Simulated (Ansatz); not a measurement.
## Two runs on Ti

System: Ti (Im-3m, 1 atom in the cell).
Method of run A: Kohn-Sham DFT of a periodic cell, LDA, Ansatz PAW, no spin polarisation (Ansatz 0.2.0).

The structure derives from an entry of the Crystallography Open Database. Text and figures count atoms from 1; the logs count them from 0 in places.

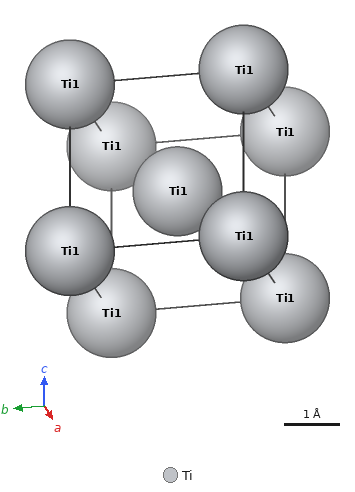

Figure 1. The input geometry (spheres-only view of the cell 2 times as large as that of the calculation, set on its symmetry axes, seen at an oblique angle; atoms are numbered from 1 in the order of the input). An atom can appear more than once, as a periodic image.

Input file, run A:
```yaml
crystal:
  lattice:
    - [-1.641, 1.641, 1.641]
    - [1.641, -1.641, 1.641]
    - [1.641, 1.641, -1.641]
  atoms:
    - { symbol: Ti, position: [0.0, 0.0, 0.0] }
hamiltonian:
  xc: lda
  pseudopotentials: { kind: paw }
kpoints:
  mp_grid: { grid: [11, 11, 11] }
scf:
  occupations: { method: fermi_dirac, width: 0.05 }
output:
  forces: true
  stress: true
  eigenvalues: true
relax:
  f_tol: 0.01
  max_steps: 40
  cell: { stress_tol: 0.05 }
```

Launched with:
```bash
ansatz run input.yaml --threads 2 --pin off --max-ram 5632MiB --backend cpu --events-out ev --progress --plain --runs-dir out
```

Hardware: 2 threads of Intel Xeon @ 2.50GHz (Skylake/Cascade Lake), 96 GiB of memory available, shared host.

Output, shortened to warnings, some set-up lines, iterations and results (run A):
```
Basis set: ecut = 420 eV, 369 PW (Γ)
Symmetry: 48 space group operations
k-points: 56 of 1331
Initial density: superposition of atomic densities (neutral atoms: chi_scale 0, normalization atom), corrected by the library's trained network
[...]
SCF iter   1: F=—  HF=-2450.154354 eV  |F-HF|=—  |Δ(HF+E_count)|=         —  Δρ=5.72e-3  dr2=3.78e-3  ethr=1.77e-3  ⟨swp⟩=4.5  Hψ=3007  notcnv=0
SCF iter   2: F=—  HF=-2450.153723 eV  |F-HF|=—  |Δ(HF+E_count)|=   6.30e-4  Δρ=2.93e-3  dr2=7.00e-4  ethr=3.15e-5  ⟨swp⟩=1.0  Hψ=1008  notcnv=0
SCF iter   3: F=—  HF=-2450.153736 eV  |F-HF|=—  |Δ(HF+E_count)|=   1.25e-5  Δρ=1.08e-3  dr2=2.19e-4  ethr=5.83e-6  ⟨swp⟩=2.3  Hψ=1050  notcnv=0
SCF iter   4: F=—  HF=-2450.153666 eV  |F-HF|=—  |Δ(HF+E_count)|=   6.96e-5  Δρ=1.09e-4  dr2=5.95e-7  ethr=1.83e-6  ⟨swp⟩=2.7  Hψ=900  notcnv=0
SCF iter   5: F=—  HF=-2450.153666 eV  |F-HF|=—  |Δ(HF+E_count)|=   2.29e-7  Δρ=1.22e-5  dr2=2.97e-8  ethr=4.96e-9  ⟨swp⟩=2.1  Hψ=876  notcnv=0
[... 35 lines ...]
SCF iter   2: F=—  HF=-2450.221356 eV  |F-HF|=—  |Δ(HF+E_count)|=   1.93e-9  Δρ=1.55e-6  dr2=1.25e-10  ethr=2.34e-11  ⟨swp⟩=2.0  Hψ=812  notcnv=0
SCF iter   3: F=—  HF=-2450.221356 eV  |F-HF|=—  |Δ(HF+E_count)|=   1.07e-9  Δρ=1.36e-6  dr2=2.14e-10  ethr=1.00e-12  ⟨swp⟩=5.2  Hψ=2013  notcnv=0
SCF iter   4: F=-2450.221356 eV  HF=-2450.221356 eV  |F-HF|=9.09e-13  |Δ(HF+E_count)|=  7.32e-11  Δρ=1.13e-7  dr2=1.03e-12  ethr=1.00e-12  ⟨swp⟩=3.2  Hψ=2300  notcnv=0
SCF 7 converged in 4 iterations: F = -2450.221356 eV  dr2 = 1.03e-12
relax step   7: F+E_penalty+E_count = -2450.22135640 eV  Δ(F+E_penalty+E_count) = -1.054e-9 eV  max|allowed force component| = 0.000e0 eV/Å  Δτ_max = 0.0000 Å  P = +0.000 GPa …
basis re-selected at this cell: Δ(F+E_penalty+E_count) = -1.054e-9 eV, ΔP = -0.000 GPa vs the last step (what re-selecting the basis moved, of the pressure what is left beyond the Pulay correction that the steps carried, after the strain that the cell walked since its last selection, with what the …
SCF converged after 4 iterations
Free energy (F): -2450.221356 eV
Harris-Foulkes:  -2450.221356 eV  (|F-HF|=9.09e-13)
Internal energy: -2450.204874 eV  (E = F + TS)
E sigma→0 (E₀):  -2450.213115 eV
Entropy (-TS):   -0.016483 eV (-16.483 meV/atom)
Fermi energy:    14.262985 eV
--- Per-component energies (eV) ---
  E_band       = -138.590565
  E_kinetic    = 274.939035
  E_local      = -767.131496  (includes V_loc(G=0)·N_el)
  E_nonlocal   = 12.723385
  E_hartree    = 317.998634
  E_xc         = -97.265406
  E_vxc        = -122.435736  (∫ρ·V_xc dr)
  E_paw        = -999.610243  (= ΣΔE_a)
  E_vpaw       = -172.683104  (= ΣTr[D̂ρ^β])
  E_aug_tail   = 0.000099  (compensation charges beyond the density's cutoff)
  E_ewald      = -1192.184833
  E_core_change = 0.325950  (= ΣΔE_core)
  E_smearing   = -0.016483  (= −TS)
  E_closure    = -0.000000  (closes the sum)
  Σ components = -2450.221356   (vs F -2450.221356, Δ=0.00e0)
--- Forces (eV/Å), atoms counted from 1 ---
  atom   1  Ti    -0.00000000     0.00000000     0.00000000
  max |Σ_I F_I| component: 1.40e-31 eV/Å
--- Stress (GPa, compression-positive) ---
        0.000264       0.000000      -0.000000
       -0.000000       0.000264       0.000000
        0.000000       0.000000       0.000264
  P = ⅓ Tr σ = 0.0003 GPa (0.003 kbar)
--- Relaxed structure (5 steps of the walk, 5 accepted, 2 SCFs on fresh bases) ---
  F+E_penalty+E_count = -2450.22135640 eV   max|allowed force component| = 0.000e0 eV/Å   (the final SCF, on the basis selected at the relaxed cell)
  cell:  # Å, volume = 15.8497 Å³
    - [-1.5824158475136467, 1.5824158475136467, 1.5824158475136467]
    - [1.5824158475136467, -1.5824158475136467, 1.5824158475136467]
    - [1.5824158475136467, 1.5824158475136467, -1.5824158475136467]
  atoms:
    - { symbol: Ti, position: [0.0, 0.0, 0.0] }
```

The input of run B differs as follows (lines with − go, lines with + come):
```diff
+  mixing: { algorithm: broyden, beta: 1.0, ndim: 1, preconditioner: none }
+  max_iter: 80
```

How does run B compare with run A?

Both reach the same energy, so the change doesn't alter the result. The SCF takes 33 iterations over all geometry steps against 31.

Output, shortened to warnings, some set-up lines, iterations and results (run B):
```
Basis set: ecut = 420 eV, 369 PW (Γ)
Symmetry: 48 space group operations
k-points: 56 of 1331
Initial density: superposition of atomic densities (neutral atoms: chi_scale 0, normalization atom), corrected by the library's trained network
[...]
SCF iter   1: F=—  HF=-2450.154354 eV  |F-HF|=—  |Δ(HF+E_count)|=         —  Δρ=5.72e-3  dr2=3.78e-3  ethr=1.77e-3  ⟨swp⟩=4.5  Hψ=3007  notcnv=0
SCF iter   2: F=—  HF=-2450.154001 eV  |F-HF|=—  |Δ(HF+E_count)|=   3.53e-4  Δρ=2.35e-3  dr2=1.07e-3  ethr=3.15e-5  ⟨swp⟩=1.0  Hψ=1008  notcnv=0  κ⁻¹=1.0e0(r=1)
SCF iter   3: F=—  HF=-2450.153923 eV  |F-HF|=—  |Δ(HF+E_count)|=   7.75e-5  Δρ=2.12e-3  dr2=7.24e-4  ethr=8.91e-6  ⟨swp⟩=2.0  Hψ=1104  notcnv=0  κ⁻¹=1.0e0(r=1)
SCF iter   4: F=—  HF=-2450.153670 eV  |F-HF|=—  |Δ(HF+E_count)|=   2.54e-4  Δρ=2.08e-4  dr2=5.24e-6  ethr=6.04e-6  ⟨swp⟩=2.1  Hψ=1019  notcnv=0  κ⁻¹=1.0e0(r=1)
SCF iter   5: F=—  HF=-2450.153666 eV  |F-HF|=—  |Δ(HF+E_count)|=   3.75e-6  Δρ=2.74e-5  dr2=7.57e-8  ethr=8.33e-10  ⟨swp⟩=3.1  Hψ=2223  notcnv=0  κ⁻¹=1.0e0(r=1)
[... 37 lines ...]
SCF iter   2: F=—  HF=-2450.221356 eV  |F-HF|=—  |Δ(HF+E_count)|=  6.23e-10  Δρ=7.34e-7  dr2=8.55e-11  ethr=1.07e-12  ⟨swp⟩=2.5  Hψ=860  notcnv=0  κ⁻¹=1.0e0(r=1)
SCF iter   3: F=—  HF=-2450.221356 eV  |F-HF|=—  |Δ(HF+E_count)|=  2.46e-11  Δρ=3.10e-7  dr2=1.18e-11  ethr=1.00e-12  ⟨swp⟩=2.1  Hψ=818  notcnv=0  κ⁻¹=1.0e0(r=1)
SCF iter   4: F=-2450.221356 eV  HF=-2450.221356 eV  |F-HF|=0.00e0  |Δ(HF+E_count)|=  4.55e-12  Δρ=3.81e-8  dr2=1.49e-13  ethr=1.00e-12  ⟨swp⟩=4.6  Hψ=1862  notcnv=0
SCF 7 converged in 4 iterations: F = -2450.221356 eV  dr2 = 1.49e-13
relax step   7: F+E_penalty+E_count = -2450.22135641 eV  Δ(F+E_penalty+E_count) = -2.001e-11 eV  max|allowed force component| = 0.000e0 eV/Å  Δτ_max = 0.0000 Å  P = +0.000 …
basis re-selected at this cell: Δ(F+E_penalty+E_count) = -2.001e-11 eV, ΔP = -0.000 GPa vs the last step (what re-selecting the basis moved, of the pressure what is left beyond the Pulay correction that the steps carried, after the strain that the cell walked since its last selection, with what the …
SCF converged after 4 iterations
Stability not checked: this state was not tested for a lower state beside it, because the mixer in use, unlike msr1, does not test its closes by its own steps (another_mixer; see scf.mixing.algorithm and scf.lower_state_search)
Free energy (F): -2450.221356 eV
Harris-Foulkes:  -2450.221356 eV  (|F-HF|=0.00e0)
Internal energy: -2450.204874 eV  (E = F + TS)
E sigma→0 (E₀):  -2450.213115 eV
Entropy (-TS):   -0.016483 eV (-16.483 meV/atom)
Fermi energy:    14.262995 eV
--- Per-component energies (eV) ---
  E_band       = -138.590432
  E_kinetic    = 274.939048
  E_local      = -767.131157  (includes V_loc(G=0)·N_el)
  E_nonlocal   = 12.723383
  E_hartree    = 317.998520
  E_xc         = -97.265412
  E_vxc        = -122.435743  (∫ρ·V_xc dr)
  E_paw        = -999.610243  (= ΣΔE_a)
  E_vpaw       = -172.683115  (= ΣTr[D̂ρ^β])
  E_aug_tail   = 0.000099  (compensation charges beyond the density's cutoff)
  E_ewald      = -1192.185062
  E_core_change = 0.325950  (= ΣΔE_core)
  E_smearing   = -0.016483  (= −TS)
  E_closure    = 0.000000  (closes the sum)
  Σ components = -2450.221356   (vs F -2450.221356, Δ=0.00e0)
--- Forces (eV/Å), atoms counted from 1 ---
  atom   1  Ti    -0.00000000    -0.00000000     0.00000000
  max |Σ_I F_I| component: 2.21e-32 eV/Å
--- Stress (GPa, compression-positive) ---
        0.000336       0.000000      -0.000000
        0.000000       0.000336       0.000000
        0.000000       0.000000       0.000336
  P = ⅓ Tr σ = 0.0003 GPa (0.003 kbar)
--- Relaxed structure (5 steps of the walk, 5 accepted, 2 SCFs on fresh bases) ---
  F+E_penalty+E_count = -2450.22135641 eV   max|allowed force component| = 0.000e0 eV/Å   (the final SCF, on the basis selected at the relaxed cell)
  cell:  # Å, volume = 15.8497 Å³
    - [-1.5824155438582395, 1.5824155438582395, 1.5824155438582395]
    - [1.5824155438582395, -1.5824155438582395, 1.5824155438582395]
    - [1.5824155438582395, 1.5824155438582395, -1.5824155438582395]
  atoms:
    - { symbol: Ti, position: [0.0, 0.0, 0.0] }
```

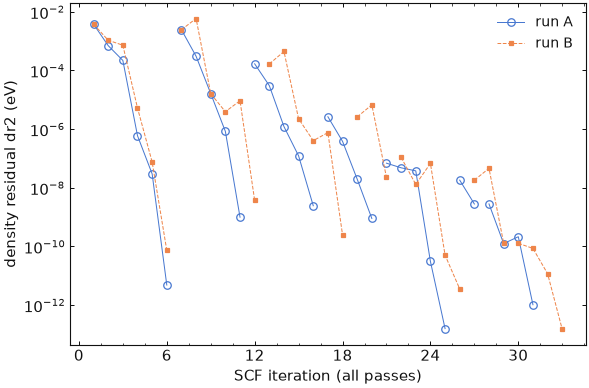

Figure 2. Convergence of the two runs: density residual dr2 against the SCF iteration. A break in a curve parts two SCF passes. Run A takes 31 iterations in all, and run B takes 33.

The two runs side by side:

| quantity | run A | run B |
| --- | --- | --- |
| outcome | converged | converged |
| free energy per atom (eV) | −2450.2214 | −2450.2214 |
| energy per atom, smearing taken to zero (eV) | −2450.2131 | −2450.2131 |
| gap on the mesh (eV) | 0.00 | 0.00 |
| pressure (GPa) | 0.00 | 0.00 |
| largest force (eV/Å) | 0.000 | 0.000 |
| SCF iterations | 31 | 33 |
| irreducible k-points | 56 | 56 |
| wall time (shared host) | 3.6 s | 3.3 s |

For run B: The input was spoiled on purpose: mixing far too strong (`scf.mixing`). It did no harm here: the run converged to the energy of the sound run within 1 meV per atom.
